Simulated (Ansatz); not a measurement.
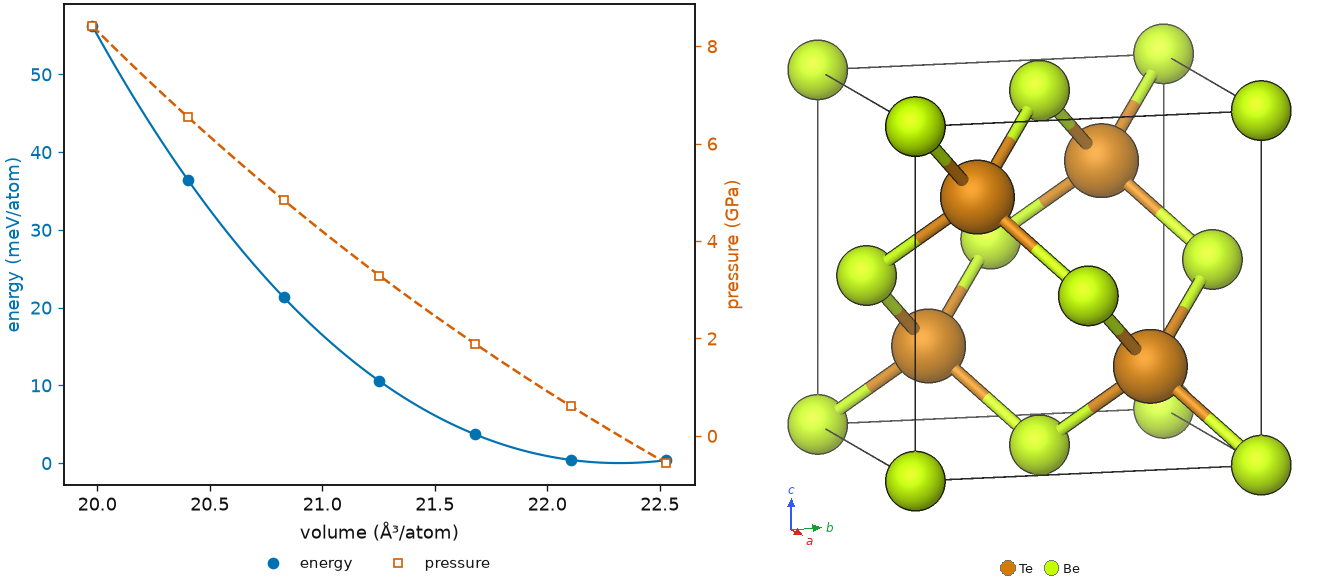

Plotted: energy and pressure against volume for BeTe, space group F-43m (No. 216). The conventional cell is drawn beside the plot.

Structure:
```
Te Be
1.0
     0.00000    2.77000    2.77000
     2.77000    0.00000    2.77000
     2.77000    2.77000    0.00000
Te Be
1 1
Cartesian
  4.1550 4.1550 4.1550
  0.0000 0.0000 0.0000
```

How it was computed, with Ansatz 0.2.0: plane-wave DFT, no spin polarisation; energies at scaled volumes of the given cell, shape and fractions fixed, counted from the fit's minimum, third-order Birch-Murnaghan fit. Level: PBE0.

```csv
setting,value
k mesh,6×6×6
occupations,Fermi–Dirac
smearing width,0.05 eV
potentials,Ansatz PAW
wave cutoff,420 eV
density cutoff,1680 eV
```

**What equilibrium volume and bulk modulus follow from the curve?**

A third-order Birch–Murnaghan fit gives V0 = 22.32 Å³/atom, B0 = 61.2 GPa and B′ = 3.9.

**Read off the course of the pressure.**

It falls from 8.41 GPa at volume 19.98 Å³/atom to −0.56 GPa at 22.53 Å³/atom, and changes sign near 22.33 Å³/atom.

The computed values:

```json
{"volume (Å³/atom)": "19.98", "energy (meV/atom)": "56.17", "pressure (GPa)": "8.41"}
{"volume (Å³/atom)": "20.40", "energy (meV/atom)": "36.37", "pressure (GPa)": "6.54"}
{"volume (Å³/atom)": "20.83", "energy (meV/atom)": "21.31", "pressure (GPa)": "4.84"}
{"volume (Å³/atom)": "21.25", "energy (meV/atom)": "10.54", "pressure (GPa)": "3.29"}
{"volume (Å³/atom)": "21.68", "energy (meV/atom)": "3.69", "pressure (GPa)": "1.89"}
{"volume (Å³/atom)": "22.10", "energy (meV/atom)": "0.41", "pressure (GPa)": "0.61"}
{"volume (Å³/atom)": "22.53", "energy (meV/atom)": "0.37", "pressure (GPa)": "-0.56"}
```
